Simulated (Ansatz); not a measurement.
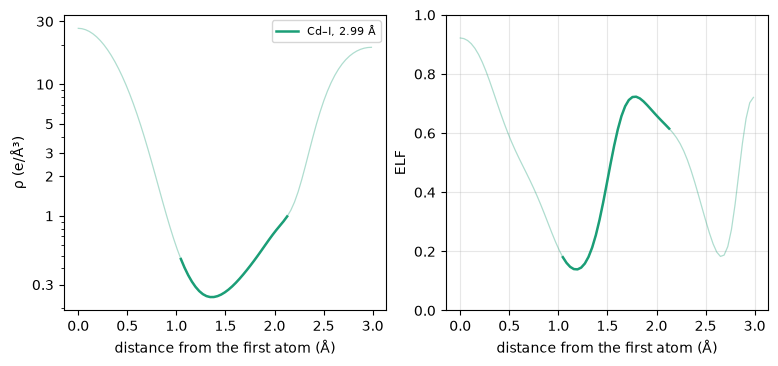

*CdI$_{2}$. Valence electron density and ELF along straight lines between neighbouring atoms. Thin, pale parts lie inside the atomic spheres.*

Space group P-3m1.

Theory: DFT PBE+D3(BJ), scalar-relativistic, plane waves, PAW in Ansatz 0.2.0.

The density is the valence pseudo-density of a PAW calculation; it isn't the true density close to the nuclei.

Question: What can be read from the curves?

Answer: Cd–I (2.99 Å): ρ at the midpoint is about 0.26 e/Å³; the ELF is about 0.45 at the midpoint and 0.15 at its lowest between the atoms.
